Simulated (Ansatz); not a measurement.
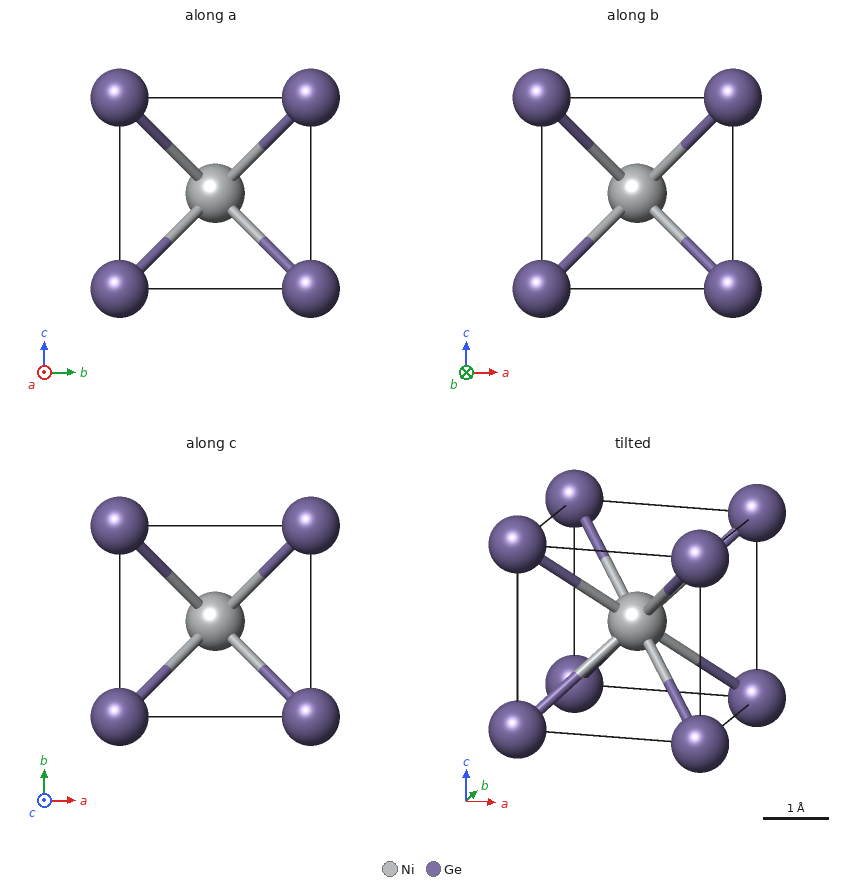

The crystal in a ball-and-stick representation, seen along the a axis, along the b axis, along the c axis and slightly off an axis. The conventional unit cell is outlined; an atom on or near a face, edge or corner is repeated at each equivalent position.

Lattice parameters: a = 2.977 Å, b = 2.977 Å, c = 2.977 Å, α = 90.00°, β = 90.00°, γ = 90.00°. Put a along x and b in the xy plane.

### Turn the picture into a POSCAR file.

```
Ni Ge
1.0
     2.977    0.000    0.000
     0.000    2.977    0.000
     0.000    0.000    2.977
Ni Ge
1 1
Direct
  0.5000 0.5000 0.5000
  0.0000 0.0000 0.0000
```

The structure was taken from a structure type filled with these elements by a generator (whether the compound takes this form wasn't checked). The structure drawn was relaxed with DFT PBE, scalar-relativistic, plane waves, PAW in Ansatz 0.2.0.
